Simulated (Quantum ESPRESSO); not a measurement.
# F on fcc sites of Co(0001): a series in the coverage, part 3 of 10

Wanted: a table for F on fcc sites of Co(0001) against the coverage, and what can be fitted to it.

Quantum ESPRESSO 7.5; plane-wave DFT, PBE, GBRV ultrasoft pseudopotentials.

So far. Step 2 (Variable-cell relaxation of the reference):  The last row is no step: it is a fresh SCF in the final cell with a new plane-wave basis, +2 meV from the row before.

**5. Relaxation with pw.x, 0 ML**

What the set-up leaves free in this member is relaxed.

System of this step: Co(0001), 3 layers, 1 sites a cell. The cell holds 3 atoms: 3 Co. Its edges and angles: a = 2.491 Å, b = 2.491 Å, c = 17.898 Å, α = 90.0°, β = 90.0°, γ = 60.0°. It derives from Co. Vacuum lies along c.

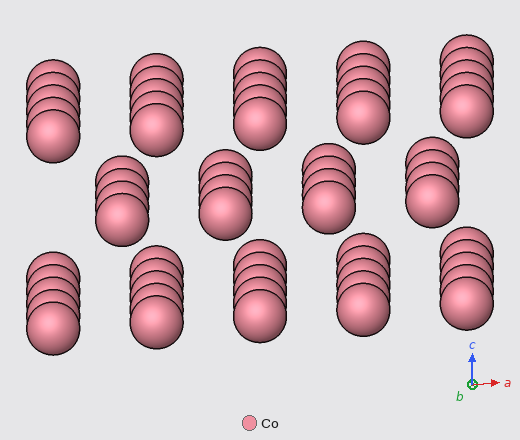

The cell of this step (cobalt pink). 4×4×1 cells are drawn. Some periodic images of atoms are drawn too.

The input, m0.relax.in:

```
&control
  prefix = 'm0.relax'
  outdir = './out'
  pseudo_dir = './pseudo'
  nstep = 70
  forc_conv_thr = 0.0015
  calculation = 'relax'
/
&system
  ibrav = 0
  nat = 3
  ntyp = 1
  ecutwfc = 40
  ecutrho = 200
  occupations = 'smearing'
  smearing = 'mv'
  degauss = 0.02
  nspin = 2
  starting_magnetization(1) = 0.28
/
&electrons
  conv_thr = 1e-07
  mixing_beta = 0.3
  electron_maxstep = 120
  mixing_mode = 'local-TF'
/
&ions
/
ATOMIC_SPECIES
  Co  58.9332  co_pbe_v1.2.uspp.F.UPF
CELL_PARAMETERS angstrom
  2.49074849200000 0.00000000000000 0.00000000000000
  1.24537424600000 2.15705146850978 0.00000000000000
  0.00000000000000 0.00000000000000 17.89833363582976
ATOMIC_POSITIONS crystal
  Co  0.000000000000 0.000000000000 0.387356249329
  Co  0.666666666700 0.666666666700 0.500000000000 0 0 0
  Co  0.000000000000 0.000000000000 0.612643750671
K_POINTS automatic
  10 10 1 0 0 0
```

Command:

```bash
$ OMP_NUM_THREADS=1 mpirun -n 8 pw.x -nk 4 -in m0.relax.in > m0.relax.out
```

Log:

```text
[banner, memory and clock lines left out]
Program PWSCF v.7.5 starts

          URL

     Message from routine setup:
     using ibrav=0 with symmetry is DISCOURAGED, use correct ibrav instead

     bravais-lattice index     =            0
     lattice parameter (alat)  =       4.7068  a.u.
     unit-cell volume          =     648.9326 (a.u.)^3
     number of atoms/cell      =            3
     number of atomic types    =            1
     number of electrons       =        51.00
     number of Kohn-Sham states=           31
     kinetic-energy cutoff     =      40.0000  Ry
     charge density cutoff     =     200.0000  Ry
     scf convergence threshold =      1.0E-07
     mixing beta               =       0.3000
     number of iterations used =            8  local-TF  mixing
     energy convergence thresh.=      1.0E-04
     force convergence thresh. =      1.5E-03
     Exchange-correlation= SLA  PW   PBE  PBE
                           (   1   4   3   4   0   0   0)
     nstep                     =           70

     celldm(1)=   4.706832  celldm(2)=   0.000000  celldm(3)=   0.000000
     celldm(4)=   0.000000  celldm(5)=   0.000000  celldm(6)=   0.000000

     crystal axes: (cart. coord. in units of alat)
               a(1) = (   1.000000   0.000000   0.000000 )
               a(2) = (   0.500000   0.866025   0.000000 )
               a(3) = (   0.000000   0.000000   7.185926 )

     reciprocal axes: (cart. coord. in units 2 pi/alat)
               b(1) = (  1.000000 -0.577350  0.000000 )
               b(2) = (  0.000000  1.154701  0.000000 )
               b(3) = (  0.000000  0.000000  0.139161 )

     PseudoPot. # 1 for Co read from file:
     ./pseudo/co_pbe_v1.2.uspp.F.UPF
     Pseudo is Ultrasoft + core correction, Zval = 17.0
     Generated by new atomic code, or converted to UPF format
     Using radial grid of  863 points,  6 beta functions with:
                l(1) =   0
                l(2) =   0
                l(3) =   1
                l(4) =   1
                l(5) =   2
                l(6) =   2
     Q(r) pseudized with  8 coefficients,  rinner =    1.200   1.200   1.200
                                                       1.200   1.200

     atomic species   valence    mass     pseudopotential
     Co               17.00    58.93320     Co( 1.00)

     Starting magnetic structure
     atomic species   magnetization
     Co              0.280

     12 Sym. Ops. (no inversion) found

   Cartesian axes

     site n.     atom                  positions (alat units)
         1        Co     tau(   1) = (   0.0000000   0.0000000   2.7835132  )
         2        Co     tau(   2) = (   1.0000000   0.5773503   3.5929629  )
         3        Co     tau(   3) = (   0.0000000   0.0000000   4.4024125  )

     number of k points=    14  Marzari-Vanderbilt smearing, width (Ry)=  0.0200
                       cart. coord. in units 2pi/alat
        k(    1) = (   0.0000000   0.0000000   0.0000000), wk =   0.0100000
        k(    2) = (   0.0000000   0.1154701   0.0000000), wk =   0.0600000
        k(    3) = (   0.0000000   0.2309401   0.0000000), wk =   0.0600000
        k(    4) = (   0.0000000   0.3464102   0.0000000), wk =   0.0600000
        k(    5) = (   0.0000000   0.4618802   0.0000000), wk =   0.0600000
        k(    6) = (   0.0000000  -0.5773503   0.0000000), wk =   0.0300000
        k(    7) = (   0.1000000   0.1732051   0.0000000), wk =   0.0600000
        k(    8) = (   0.1000000   0.2886751   0.0000000), wk =   0.1200000
        k(    9) = (   0.1000000   0.4041452   0.0000000), wk =   0.1200000
        k(   10) = (   0.1000000  -0.6350853   0.0000000), wk =   0.1200000
        k(   11) = (   0.2000000   0.3464102   0.0000000), wk =   0.0600000
        k(   12) = (   0.2000000  -0.6928203   0.0000000), wk =   0.1200000
        k(   13) = (   0.2000000  -0.5773503   0.0000000), wk =   0.0600000
        k(   14) = (   0.3000000  -0.6350853   0.0000000), wk =   0.0600000

     Dense  grid:    31041 G-vectors     FFT dimensions: (  24,  24, 160)

     Smooth grid:    22289 G-vectors     FFT dimensions: (  20,  20, 144)

     Check: negative core charge=   -0.000028
     Generating pointlists ...
     new r_m :   0.4101 (alat units)  1.9304 (a.u.) for type    1

     Initial potential from superposition of free atoms

     starting charge      48.0000, renormalised to      51.0000

     negative rho (up, down):  4.354E-05 2.449E-05
     Starting wfcs are   39 randomized atomic wfcs

     per-process dynamical memory:    23.9 Mb

     Self-consistent Calculation

     iteration #  1     ecut=    40.00 Ry     beta= 0.30
     Davidson diagonalization with overlap
     ethr =  1.00E-02,  avg # of iterations =  7.9

     negative rho (up, down):  5.521E-02 4.273E-03

     total energy              =    -891.43975095 Ry
     estimated scf accuracy    <      92.40599504 Ry

     total magnetization       =     4.17 Bohr mag/cell
     absolute magnetization    =     5.55 Bohr mag/cell

     iteration #  2     ecut=    40.00 Ry     beta= 0.30
     Davidson diagonalization with overlap
     ethr =  1.00E-02,  avg # of iterations =  5.3

     negative rho (up, down):  3.978E-02 4.090E-03

     total energy              =    -894.95041400 Ry
     estimated scf accuracy    <       3.99412853 Ry

     total magnetization       =     6.91 Bohr mag/cell
     absolute magnetization    =     7.38 Bohr mag/cell

     iteration #  3     ecut=    40.00 Ry     beta= 0.30
     Davidson diagonalization with overlap
     ethr =  7.83E-03,  avg # of iterations =  2.7

     negative rho (up, down):  1.346E-02 8.923E-04

     total energy              =    -895.21919497 Ry
     estimated scf accuracy    <       0.54545814 Ry

     total magnetization       =     6.11 Bohr mag/cell
     absolute magnetization    =     6.64 Bohr mag/cell

     iteration #  4     ecut=    40.00 Ry     beta= 0.30
     Davidson diagonalization with overlap
     ethr =  1.07E-03,  avg # of iterations =  3.8

     negative rho (up, down):  4.812E-06 7.058E-08

     total energy              =    -895.34153483 Ry
     estimated scf accuracy    <       0.18761936 Ry

     total magnetization       =     5.32 Bohr mag/cell
     absolute magnetization    =     5.94 Bohr mag/cell

     iteration #  5     ecut=    40.00 Ry     beta= 0.30
     Davidson diagonalization with overlap
     ethr =  3.68E-04,  avg # of iterations =  2.0

     total energy              =    -895.35374329 Ry
     estimated scf accuracy    <       0.10558966 Ry

     total magnetization       =     5.14 Bohr mag/cell
[...]
-93.2211 -93.0806 -93.0802 -56.5699 -56.5539 -56.4612 -56.4008 -56.3835
   -56.3660 -56.3573 -56.2818 -56.2809  -1.5084  -1.4583  -1.0201  -0.6341
    -0.3556  -0.3050   0.3972   0.4665   0.6468   0.7549   1.0461   1.5900
     1.7525   1.9895   2.3168   4.2341   5.3914   7.7017  10.8183

          k = 0.2000-0.5774 0.0000 (  2752 PWs)   bands (ev):

   -93.2181 -93.0779 -93.0778 -56.5801 -56.5486 -56.4729 -56.4023 -56.3926
   -56.3682 -56.3663 -56.2931 -56.2914  -1.4817  -1.3977  -1.0926  -0.5471
    -0.4332  -0.3512   0.3705   0.4305   0.7758   1.0942   1.1227   1.7877
     1.8636   1.8769   2.2473   6.0492   7.0764   7.2014  10.0686

          k = 0.3000-0.6351 0.0000 (  2751 PWs)   bands (ev):

   -93.2170 -93.0769 -93.0768 -56.5585 -56.5427 -56.5042 -56.4011 -56.3710
   -56.3628 -56.3589 -56.3252 -56.3148  -1.2859  -1.0714  -0.8750  -0.6487
    -0.5673  -0.0087   0.4016   0.4132   0.4845   0.5486   1.0509   1.7034
     1.7085   1.8535   2.2082   6.5336   7.9324   9.0746   9.6929

 ------ SPIN DOWN ----------

          k = 0.0000 0.0000 0.0000 (  2817 PWs)   bands (ev):

   -90.8536 -90.6912 -90.6872 -54.2984 -54.0356 -54.0356 -54.0237 -53.9489
   -53.8936 -53.8936 -53.8904 -53.8904  -5.3064  -3.1856  -1.4701   1.8298
     1.9980   2.1077   2.1077   2.2539   2.2539   2.5077   2.5077   2.5184
     3.2983   3.3260   3.3260   3.8975   3.8975   4.1800   4.1800

          k = 0.0000 0.1155 0.0000 (  2787 PWs)   bands (ev):

   -90.8496 -90.6876 -90.6839 -54.2913 -54.0727 -54.0421 -54.0085 -53.9540
   -53.9154 -53.9140 -53.8997 -53.8959  -4.9631  -2.8625  -1.1800   1.6749
     1.8347   1.8805   2.1974   2.2723   2.3753   2.4294   2.6697   2.6697
     2.6801   3.2708   3.3986   3.8718   4.1567   4.2092   5.0671

          k = 0.0000 0.2309 0.0000 (  2762 PWs)   bands (ev):

   -90.8393 -90.6781 -90.6753 -54.2736 -54.1434 -54.0592 -53.9977 -53.9887
   -53.9779 -53.9449 -53.9155 -53.9105  -3.9908  -1.9966  -0.4525   1.2534
     1.3470   1.6026   2.0164   2.2211   2.3568   2.5587   2.7030   2.9036
     3.1118   3.3092   3.5658   3.8308   4.2588   4.8489   6.5210

          k = 0.0000 0.3464 0.0000 (  2766 PWs)   bands (ev):

   -90.8265 -90.6663 -90.6647 -54.2562 -54.2258 -54.0803 -54.0627 -54.0506
   -53.9808 -53.9590 -53.9350 -53.9284  -2.6123  -1.0436   0.0506   0.8410
     0.9044   1.7489   1.9106   2.2260   2.2775   2.4815   3.1402   3.4101
     3.6953   3.7314   3.8901   3.9417   4.3002   5.8400   8.2757

          k = 0.0000 0.4619 0.0000 (  2788 PWs)   bands (ev):

   -90.8161 -90.6569 -90.6561 -54.2915 -54.2534 -54.1267 -54.0973 -54.0887
   -53.9718 -53.9707 -53.9507 -53.9430  -1.3689  -0.6611  -0.1000   0.5527
     0.6545   1.7574   2.2800   2.3404   2.6313   3.2257   3.2650   4.1240
     4.1864   4.2309   4.3483   4.3791   4.4121   6.9318  10.2598

          k = 0.0000-0.5774 0.0000 (  2784 PWs)   bands (ev):

   -90.8121 -90.6532 -90.6528 -54.3165 -54.2576 -54.1511 -54.1038 -54.0970
   -53.9761 -53.9684 -53.9567 -53.9485  -0.8923  -0.6203  -0.2592   0.4429
     0.5940   1.6931   2.2827   2.4606   3.0020   3.2683   3.7311   4.1921
     4.3844   4.5550   4.5690   5.0413   5.1448   6.8377  10.4365

          k = 0.1000 0.1732 0.0000 (  2771 PWs)   bands (ev):

   -90.8425 -90.6810 -90.6780 -54.2788 -54.1201 -54.0570 -53.9983 -53.9731
   -53.9575 -53.9391 -53.9120 -53.9081  -4.3031  -2.2614  -0.6557   1.4040
     1.4910   1.6335   2.0264   2.2040   2.3863   2.5767   2.6870   2.7816
     3.0087   3.2076   3.5125   3.8365   4.2455   4.6392   6.1092

          k = 0.1000 0.2887 0.0000 (  2762 PWs)   bands (ev):

   -90.8309 -90.6704 -90.6684 -54.2607 -54.1906 -54.0836 -54.0266 -54.0248
   -53.9829 -53.9558 -53.9325 -53.9291  -3.1063  -1.2975   0.0806   1.0583
     1.0737   1.4120   1.7422   1.9820   2.2701   2.7021   2.9695   3.1000
     3.4909   3.5847   3.8020   3.9381   4.3186   5.5035   7.6399

          k = 0.1000 0.4041 0.0000 (  2777 PWs)   bands (ev):

   -90.8193 -90.6598 -90.6587 -54.2598 -54.2496 -54.1136 -54.0876 -54.0723
   -53.9729 -53.9695 -53.9528 -53.9498  -1.7273  -0.6257   0.1788   0.7405
     0.7969   1.6889   1.8759   2.2531   2.2919   2.5089   3.1537   3.5346
     3.8652   4.1319   4.1376   4.5110   4.7633   6.7140   9.5395

          k = 0.1000-0.6351 0.0000 (  2774 PWs)   bands (ev):

   -90.8121 -90.6532 -90.6528 -54.3024 -54.2514 -54.1417 -54.1156 -54.0916
   -53.9785 -53.9678 -53.9661 -53.9614  -0.8348  -0.4863  -0.0609   0.6052
     0.6310   1.6260   2.2368   2.3019   2.6261   3.1757   3.1919   4.0125
     4.0861   4.1809   4.4049   5.4483   5.8717   7.4871  10.5997

          k = 0.2000 0.3464 0.0000 (  2793 PWs)   bands (ev):

   -90.8205 -90.6609 -90.6598 -54.2476 -54.2382 -54.1256 -54.0680 -54.0590
   -53.9747 -53.9722 -53.9619 -53.9557  -1.8504  -0.5469   0.5351   0.7571
     1.1535   1.3913   1.4304   1.7559   2.2253   2.5774   3.0268   3.2798
     3.7232   4.1084   4.1589   4.5996   4.9089   6.6745   9.2972

          k = 0.2000-0.6928 0.0000 (  2772 PWs)   bands (ev):

   -90.8121 -90.6532 -90.6528 -54.2722 -54.2412 -54.1593 -54.1014 -54.0783
   -53.9965 -53.9934 -53.9720 -53.9632  -0.7052  -0.2098   0.3577   0.6452
     1.0455   1.3782   1.9050   2.0957   2.2447   2.3439   2.9700   3.6459
     3.8195   4.1446   4.3943   5.7376   6.4123   8.2936  11.3138

          k = 0.2000-0.5774 0.0000 (  2752 PWs)   bands (ev):

   -90.8089 -90.6503 -90.6501 -54.2845 -54.2400 -54.1710 -54.1152 -54.0841
   -54.0060 -54.0042 -53.9790 -53.9600  -0.2691  -0.1432   0.2196   0.6471
     0.9627   1.3307   2.1226   2.1507   2.2769   2.5244   3.0401   3.9017
     3.9693   4.0565   4.2920   7.0510   7.7704   8.1411  10.8523

          k = 0.3000-0.6351 0.0000 (  2751 PWs)   bands (ev):

   -90.8076 -90.6492 -90.6491 -54.2584 -54.2320 -54.2066 -54.0911 -54.0764
   -54.0413 -54.0246 -53.9820 -53.9577   0.0592   0.1044   0.3921   0.6026
     1.0610   1.3739   1.9980   1.9999   2.1039   2.1630   2.9625   3.8037
     3.8326   4.0392   4.2535   7.6017   8.6886   9.7227  10.4452

     the Fermi energy is     3.1256 ev

!    total energy              =    -895.36043183 Ry
     estimated scf accuracy    <          1.8E-10 Ry
     smearing contrib. (-TS)   =      -0.00038968 Ry
     internal energy E=F+TS    =    -895.36004215 Ry

     The total energy is F=E-TS. E is the sum of the following terms:
     one-electron contribution =   -4921.20539552 Ry
     hartree contribution      =    2464.78143626 Ry
     xc contribution           =     -97.92838210 Ry
     ewald contribution        =    1658.99229921 Ry

     total magnetization       =     5.16 Bohr mag/cell
     absolute magnetization    =     5.75 Bohr mag/cell

     convergence has been achieved in  13 iterations

     negative rho (up, down):  1.222E-05 7.547E-06

     Forces acting on atoms (cartesian axes, Ry/au):

     atom    1 type  1   force =     0.00000000    0.00000000   -0.00008856
     atom    2 type  1   force =     0.00000000    0.00000000    0.00000000
     atom    3 type  1   force =     0.00000000    0.00000000    0.00008856

     Total force =     0.000125     Total SCF correction =     0.000029
     SCF correction compared to forces is large: reduce conv_thr to get better values
     Energy error            =      1.5E-05 Ry
     Gradient error          =      8.9E-05 Ry/Bohr

     bfgs converged in   6 scf cycles and   5 bfgs steps
     (criteria: energy <  1.0E-04 Ry, force <  1.5E-03 Ry/Bohr)

     End of BFGS Geometry Optimization

     Final energy             =    -895.3604318266 Ry

     File ./out/m0.relax.bfgs deleted, as requested
Begin final coordinates

ATOMIC_POSITIONS (crystal)
Co              -0.0000000000       -0.0000000000        0.3892917045
Co               0.6666666667        0.6666666667        0.5000000000    0   0   0
Co               0.0000000000       -0.0000000000        0.6107082955
End final coordinates

     XML data file, charge density, pseudopotentials, collected wavefunctions

                                        0.00s GPU  (    1741 calls)
```

The job ended after 42 s (8 MPI ranks of Arm Neoverse V1, shared host; peak memory 0.57 GiB).

Relaxation path:

| step | energy less that of the first step (eV) | largest force (eV/Å) |
| --- | --- | --- |
| 1 | 0.0000 | 0.2251 |
| 2 | -0.0019 | 0.1958 |
| 3 | -0.0037 | 0.1587 |
| 4 | -0.0058 | 0.1102 |
| 5 | -0.0074 | 0.0370 |
| 6 | -0.0076 | 0.0023 |

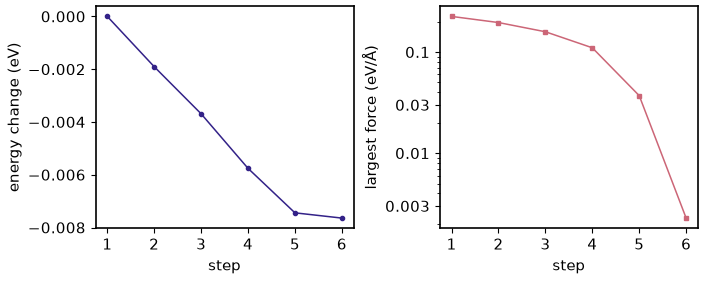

Energy and largest force along the relaxation.

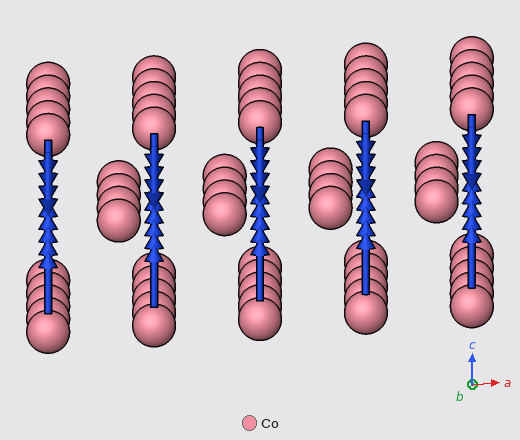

Displacements in the relaxation, exaggerated; the longest in the cell stands for 0.03 Å. 4×4×1 cells are drawn. Some periodic images of atoms are drawn too.

The atoms that moved most (Å):

| atom | dx | dy | dz | length |
| --- | --- | --- | --- | --- |
| Co1 | 0.000 | 0.000 | 0.035 | 0.035 |
| Co3 | 0.000 | 0.000 | -0.035 | 0.035 |

Final coordinates:

```xyz
3
Lattice="2.4907 0.0000 0.0000 1.2454 2.1571 0.0000 0.0000 0.0000 17.8983" Properties=species:S:1:pos:R:3
Co    0.0000    0.0000    6.9677
Co    2.4907    1.4380    8.9492
Co    0.0000    0.0000   10.9307
```

The relaxation lowers the energy by 3 meV an atom. On the free atoms the largest force ends at 0.002 eV/Å.

Numbers from this step:

```
free energy     : -12181.9993 eV
Fermi energy    : 3.126 eV
total moment    : 5.16 μB
absolute moment : 5.75 μB
site moments    : 1.816, 1.778, 1.816 μB
```

(Part 3 of 10 ends here.)

[Logs are printed without paths, hosts, clocks, repeated set-up lines and the standing remarks that a program may print on its own settings, such as how far it seeks lower states.]

[Hosts, paths, dates, database ids (printed as entryN), source tags and the programs' standing remarks are cut or masked in the printed files.]

[Maps of the electrostatic potential energy from Ansatz leave out the sawtooth potential of an applied field or a dipole correction, so their vacuum need not be flat; planar profiles and work functions include it.]
